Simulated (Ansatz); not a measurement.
System: O, space group Fd-3m (No. 227) (one of a set of cubic test structures, which need not be the stable phase).

Input of one of the runs behind the figure:
```
crystal:
  lattice:
    - [0.0, 2.187561999012, 2.187561999012]
    - [2.187561999012, 0.0, 2.187561999012]
    - [2.187561999012, 2.187561999012, 0.0]
  atoms:
    - { symbol: O, position: [0, 0, 0] }
    - { symbol: O, position: [0.25, 0.25, 0.25] }
kpoints:
  mp_grid: { grid: [13, 13, 13] }
hamiltonian:
  xc: r2scan
  pseudopotentials:
    kind: paw
    azcp:
      O: "pseudopotentials/pbe/paw/ansatz_paw_generated_hard_1/O.paw.azcp"
scf:
  occupations: { method: fermi_dirac, width: 0.1 }
  convergence: { dr2_threshold: "1e-9 eV" }
  max_iter: 300
output:
  forces: true
  stress: true
basis:
  xc_grid: 2
```

Launched with:
```bash
ansatz run input.yaml --threads 1
```

Method: equation of state of a cubic crystal from periodic Kohn-Sham density functional theory without spin, third-order Birch-Murnaghan fit to the free energies; pressure corrected for the finite basis (Ansatz 0.2.0 development build). Level: r2SCAN.

structure type diamond; atoms in cell 2; space group number 227; lattice centring face-centred primitive; k mesh 13×13×13; occupation method Fermi–Dirac; occupation width 0.1 eV; wave cutoff 700 eV; datasets hard PAW; density tolerance 1e−09 eV; bands 10; density cutoff ratio 4; search for lower states default; xc grid level 2.

Describe the result: the energy above the lowest point against volume. The volume takes the values 9.83, 10.15, 10.47, 10.79, 11.11 Å³/atom.

A third-order Birch–Murnaghan fit gives V0 = 10.30 Å³/atom, B0 = 135 GPa and B′ = 4.4. The energy above the lowest point is 9.1 meV/atom at volume 9.83 Å³/atom and 22.2 meV/atom at 11.11 Å³/atom; the lowest computed point is at volume 10.15 Å³/atom (0.0 meV/atom), and no other minimum shows.

```csv
volume (Å³/atom),energy above the lowest point (meV/atom)
9.83,9.1
10.15,0.0
10.47,0.1
10.79,7.9
11.11,22.2
```

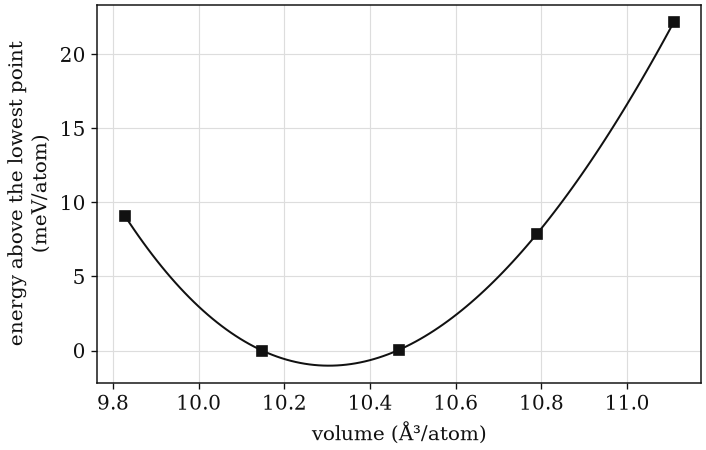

Limits of the calculation: cubic model structure, not the ambient form; modest k-mesh, values are not fully converged in k; pseudopotentials made with PBE, not this functional.
